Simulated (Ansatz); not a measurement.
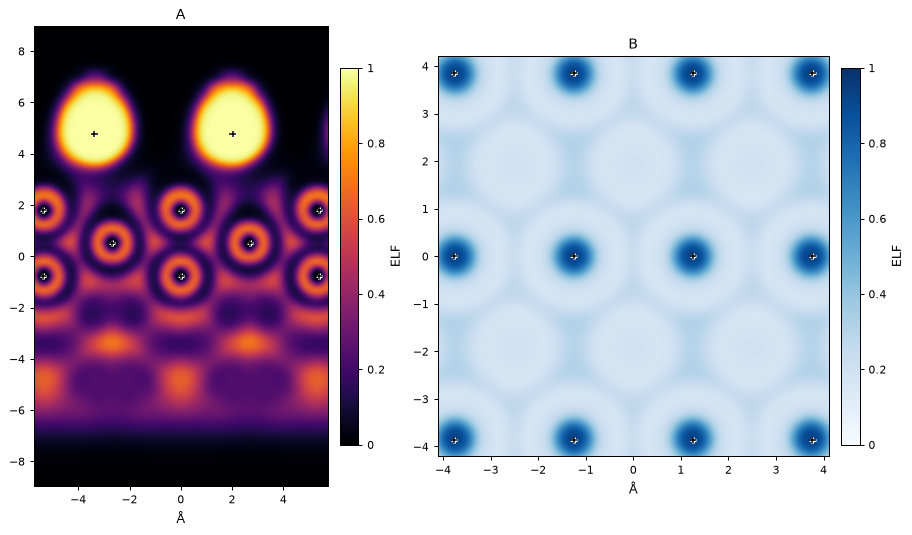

The electron localisation function of 2 systems, each on a plane through atoms (crosses mark nuclei in the plane).

Theory: DFT PBE, scalar-relativistic, plane waves, PAW in Ansatz.

System 1: Cu, the (100) plane of the conventional cell. Space group P6₃/mmc; a structure from a database of computed crystals, not necessarily the ambient phase; computed pressure about 26 GPa in this cell; computed without spin polarisation.

```
Cu
1.0
     2.51039    0.00000    0.00000
    -1.25519    2.17406    0.00000
     0.00000    0.00000    3.85947
Cu
2
Direct
  0.33333 0.66667 0.25000
  0.66667 0.33333 0.75000
```

System 2: Ti6H (slab), the (11̄0) plane of the calculation cell, a cut from vacuum to vacuum. Not relaxed (largest force 0.8 eV/Å); computed without spin polarisation.

Match each panel to its system.

Panel A is system 2, Ti6H: the plane holds Ti and H. Ti–Ti (2.56 Å): the ELF is about 0.15 at the midpoint; no localised pair shows between them. Panel B is system 1, Cu: the plane holds Cu. Cu–Cu (2.51 Å): the ELF is about 0.20 at the midpoint; no shared electron pair shows on this line.
